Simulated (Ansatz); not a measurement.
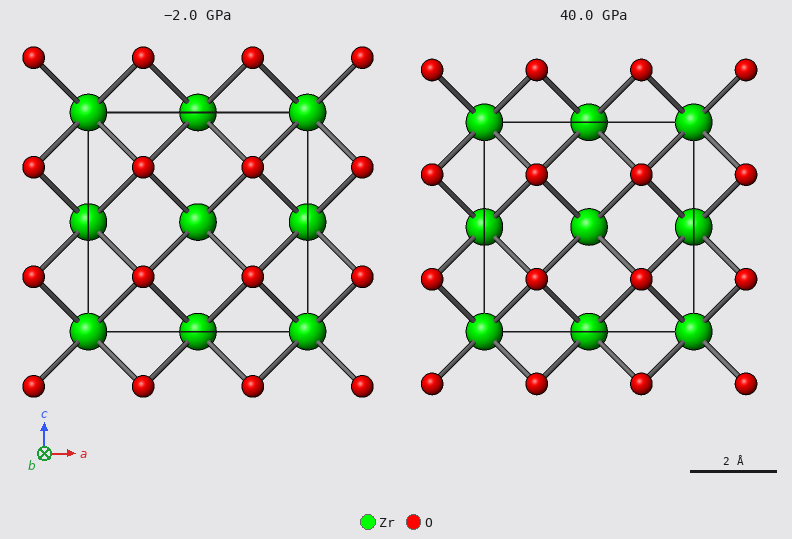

Crystalline ZrO$_{2}$ (set up in Fm-3m), relaxed (cell and atoms) at several target pressures. The picture shows the first and the last member. A ball-and-stick model of the conventional cell (4 times the calculation's cell), seen along the b axis. Lengths and directions refer to the drawn axes.

Computed with Ansatz 0.2.0: DFT PBE, scalar-relativistic, plane waves, PAW. Settings: plane-wave cutoff 420 eV; k-point mesh 8 × 8 × 8; occupations gaussian; smearing width 0.02 eV; no spin polarisation; cell and atoms relaxed; force threshold 0.008 eV/Å.

```json
{"pressure (GPa)": "−2.0", "volume (Å³/atom)": "11.254", "a (Å)": "5.131", "band gap (eV)": "3.29"}
{"pressure (GPa)": "0.0", "volume (Å³/atom)": "11.157", "a (Å)": "5.116", "band gap (eV)": "3.32"}
{"pressure (GPa)": "2.0", "volume (Å³/atom)": "11.062", "a (Å)": "5.101", "band gap (eV)": "3.34"}
{"pressure (GPa)": "5.0", "volume (Å³/atom)": "?", "a (Å)": "?", "band gap (eV)": "?"}
{"pressure (GPa)": "10.0", "volume (Å³/atom)": "10.732", "a (Å)": "5.050", "band gap (eV)": "3.43"}
{"pressure (GPa)": "20.0", "volume (Å³/atom)": "10.376", "a (Å)": "4.993", "band gap (eV)": "3.52"}
{"pressure (GPa)": "40.0", "volume (Å³/atom)": "9.806", "a (Å)": "4.900", "band gap (eV)": "3.66"}
```

Estimate the missing row from the others, and compare with the calculation.

Answer. Murnaghan's form V = V₀(1 + B′P/B₀)^(−1/B′), with V₀ = 11.157 Å³ from the row at zero pressure, fits the other rows with B₀ = 238 GPa and B′ = 3.94 (largest miss 0.003 Å³). At 5.0 GPa it gives 11.157 × (1 + 3.94 × 5.0/238)^(−1/3.94) = 10.934 Å³ per atom. The calculation gives 10.932 Å³/atom (a = 5.081 Å). The estimate is 0.002 Å³/atom too high. For the gap a parabola through the rows 0.0, 2.0, 10.0 gives 3.37 eV, and the calculation 3.37 eV (semilocal gaps, lower than measured ones as a rule). From the first member to the last: Zr–Zr 3.628 → 3.465 Å, O–Zr 2.222 → 2.122 Å.

The whole series:

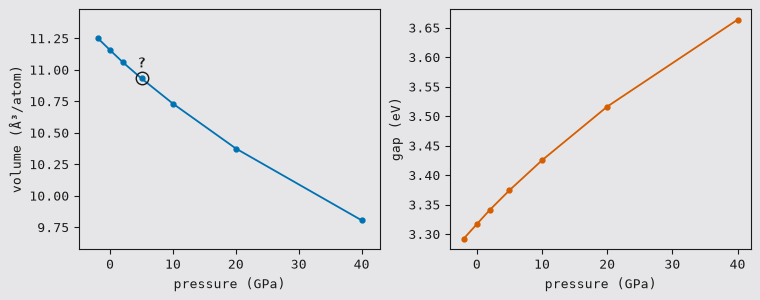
